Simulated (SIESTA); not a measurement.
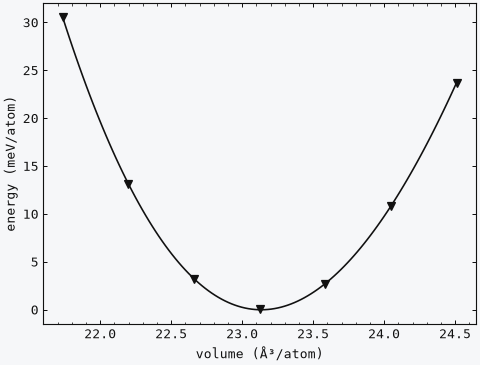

The plot gives the computed energy against volume for La₂O₃, space group P321 (No. 150).

Starting cell:
```cif
data_structure
_symmetry_space_group_name_H-M 'P 1'
_symmetry_Int_Tables_number 1
_cell_length_a 6.3703
_cell_length_b 6.3703
_cell_length_c 3.2899
_cell_angle_alpha 90.000
_cell_angle_beta 90.000
_cell_angle_gamma 120.000
_cell_volume 115.62
loop_
_atom_site_label
_atom_site_type_symbol
_atom_site_fract_x
_atom_site_fract_y
_atom_site_fract_z
_atom_site_occupancy
La1 La 0.66667 0.33333 0.49810 1
La2 La 0.33333 0.66667 0.50190 1
O1 O 0.50461 0.00000 0.00000 1
O2 O 0.00000 0.50461 0.00000 1
O3 O 0.49539 0.49539 0.00000 1
```

Computed with SIESTA 5.4.2: DFT in numerical atomic orbitals with pseudopotentials, no spin polarisation; energies at scaled volumes of the given cell, shape and fractions fixed, counted from the fit's minimum, third-order Birch-Murnaghan fit. Level: LDA.

| setting | value |
| --- | --- |
| k mesh | 4×4×6 |
| occupations | Fermi–Dirac |
| smearing width | 0.05 eV |
| potentials | PseudoDojo 0.4 standard, converted to PSML, two zetas on semicore shells |
| program settings | basis DZP, mesh cutoff 800 Ry |

This calculation gives: equilibrium volume 23.13 Å³/atom and bulk modulus 103 GPa.

Now the level changes from LDA to PBEsol. How do these quantities change?

The equilibrium volume rises from 23.13 to 23.57 Å³/atom (+1.9 %) and the bulk modulus falls from 103 to 97 GPa (−5.8 %).

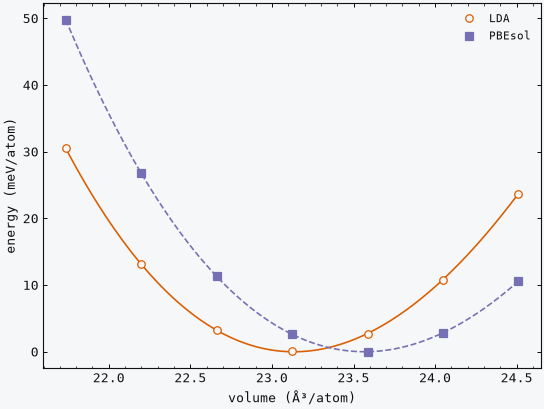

The two results together.

For LDA, limits of the calculation: mulliken charges of long orbitals; potentials made for another functional; shape and atomic fractions are frozen while scaling, which makes layered, chain and framework solids too stiff.

For PBEsol, limits of the calculation: mulliken charges of long orbitals; shape and atomic fractions are frozen while scaling, which makes layered, chain and framework solids too stiff.

V0 and the bulk modulus come from third-order Birch–Murnaghan fits.
